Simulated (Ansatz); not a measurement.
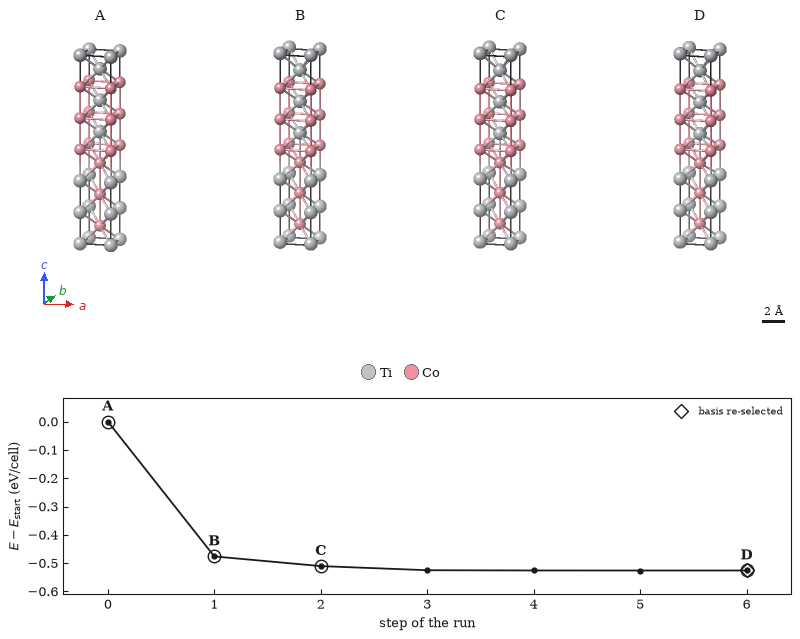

Frames of a relaxation of an interface cell of composition TiCo, marked on the history of the run. The picture is a ball-and-stick view of the cell of the calculation, seen slightly off an axis.

Case: antiphase boundary on (0 0 1), species swapped.

Level of theory: DFT PBE, scalar-relativistic, plane waves, PAW in Ansatz 0.2.0.

Input file:
```yaml
crystal:
  lattice:
    - [2.9855872933, 0.0, 0.0]
    - [0.0, 2.9855872933, 0.0]
    - [0.0, 0.0, 17.9135237596]
  atoms:
    - { symbol: Ti, position: [0.0, 0.0, 0.0] }
    - { symbol: Co, position: [0.5, 0.5, 0.0833333333], spin: 1.09 }
    - { symbol: Ti, position: [0.0, 0.0, 0.1666666667] }
    - { symbol: Co, position: [0.5, 0.5, 0.25], spin: 1.09 }
    - { symbol: Ti, position: [0.0, 0.0, 0.3333333333] }
    - { symbol: Co, position: [0.5, 0.5, 0.4166666667], spin: 1.09 }
    - { symbol: Co, position: [0.0, 0.0, 0.5], spin: 1.09 }
    - { symbol: Ti, position: [0.5, 0.5, 0.5833333333] }
    - { symbol: Co, position: [0.0, 0.0, 0.6666666667], spin: 1.09 }
    - { symbol: Ti, position: [0.5, 0.5, 0.75] }
    - { symbol: Co, position: [0.0, 0.0, 0.8333333333], spin: 1.09 }
    - { symbol: Ti, position: [0.5, 0.5, 0.9166666667] }
basis:
  ecutwfc: 420
kpoints:
  mp_grid: { grid: [12, 12, 2] }
hamiltonian:
  xc: pbe
scf:
  occupations: { method: gaussian, width: 0.1 }
output:
  forces: true
  stress: true
  eigenvalues: true
  populations: true
  write_density: true
  write_potential: true
  elf: true
  volumetric_format: npy
magnetization:
  spin_polarized: true
relax:
  adjacent_minimum: "off"
  f_tol: 0.02
  max_steps: 45
  cell: { fix: [a, b, alpha, beta, gamma], stress_tol: 0.1 }
```

Launched with:
```bash
ansatz run input.yaml --threads 2 --pin off --max-ram 5120MiB --backend cpu --events-out ev --progress --plain --runs-dir out
```

What happens along the run?

The largest moves relative to the cell, 0.22 Å, are those of Co2 and Co11. Co11 goes along −c. Largest moves by element: Co 0.22 Å, Ti 0.19 Å. The drawn cell changes as follows: a = b unchanged at 2.986 Å, c 17.914 → 17.895 Å (−0.1 %); the volume changes by −0.1 %. Near-neighbour distances that change, for instance: Ti1–Ti12 2.586 → 2.782 Å, Co6–Ti8 2.986 → 2.802 Å, Co4–Co6 2.986 → 2.841 Å, Co7–Ti8 2.586 → 2.471 Å. After 5 accepted moves (6 points after the start) the energy has fallen by 0.526 eV per cell of the calculation. Largest force component: 1.9 eV/Å at the start, 0.00045 eV/Å at the end. The pressure goes from 0.75 to 0.70 GPa. The SCF was repeated once at an unchanged geometry on a basis and grid sized afresh for the cell, which shifted the energy by 0.1 meV per cell of the calculation at most. From step 0 to 1: Co atoms move most (0.16 Å), volume +0.2 %, energy −0.476 eV per cell of the calculation. From step 1 to 2: Co atoms move most (0.05 Å), energy −34.2 meV per cell of the calculation. From step 2 to 6: Co atoms move most (0.04 Å), volume −0.2 %, energy −15.5 meV per cell of the calculation.
